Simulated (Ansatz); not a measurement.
# SiO₂: what the fields show

```
Si O
1.0
     6.91114    0.00000    0.00000
     0.00000    6.91114    0.00000
     0.00000    0.00000    6.42082
Si O
5 10
Direct
  0.26941 0.00000 0.11933
  0.00000 0.73059 0.88067
  0.00000 0.26941 0.88067
  0.73059 0.00000 0.11933
  0.00000 0.00000 0.50000
  0.19173 0.00000 0.35643
  0.00000 0.80827 0.64357
  0.00000 0.19173 0.64357
  0.80827 0.00000 0.35643
  0.19122 0.19122 0.00000
  0.19122 0.80878 0.00000
  0.80878 0.19122 0.00000
  0.80878 0.80878 0.00000
  0.50000 0.00000 0.12051
  0.00000 0.50000 0.87949
```

Space group P-4m2; a structure from a database of computed crystals, not necessarily the ambient phase.

All numbers below come from DFT r2SCAN, scalar-relativistic, plane waves, PAW (Ansatz 0.2.0).

Core electrons are frozen (PAW), and the valence fields are smoothed inside the atomic spheres.

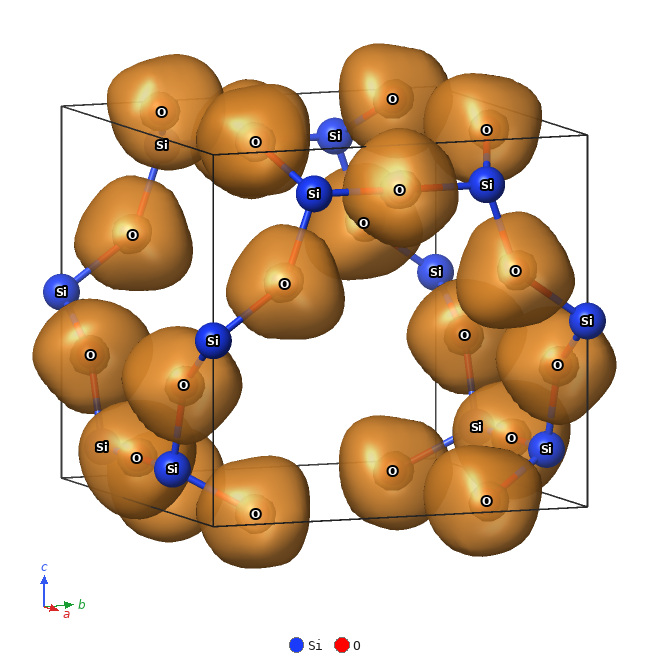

Figure 1. Isosurface of the ELF at 0.65 (orange), seen slightly off an axis. Only the valence region is drawn (cores and ρ < 0.01 e/Å³ removed). Sticks mark near contacts.

### Where are the electrons localised?

The ELF exceeds this value in ten regions on O in which the atom's valence shell and bonds are merged, counted in one cell of 15 atoms. Any copies at cell faces, edges or corners count once.


Si–O (1.59 Å): the ELF peaks at about 0.85 between the atoms (a short, strongly polar bond).

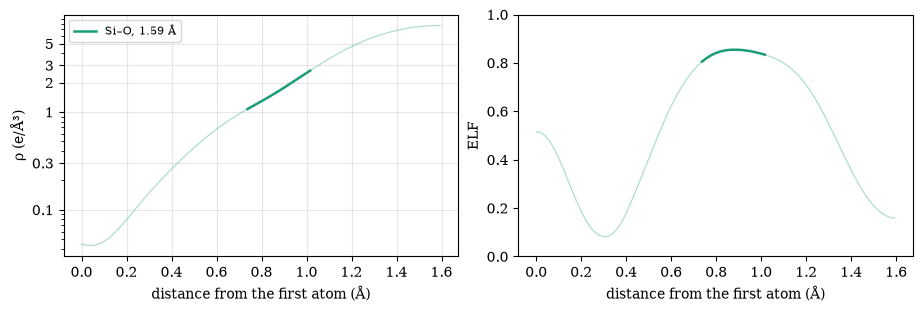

Figure 2. Valence electron density and ELF along straight lines between neighbouring atoms. Thin, pale parts lie inside the atomic spheres.

### What kind of bonding do the profiles show?

Si–O (1.59 Å): ρ at the midpoint is about 1.3 e/Å³; the ELF peaks at about 0.85 between the atoms (a short, strongly polar bond).

### Does the calculation make it a metal, or give it a gap?

It is gapped, with a Kohn–Sham gap of 6.4 eV on the k-point mesh, an upper bound to the gap of this method.
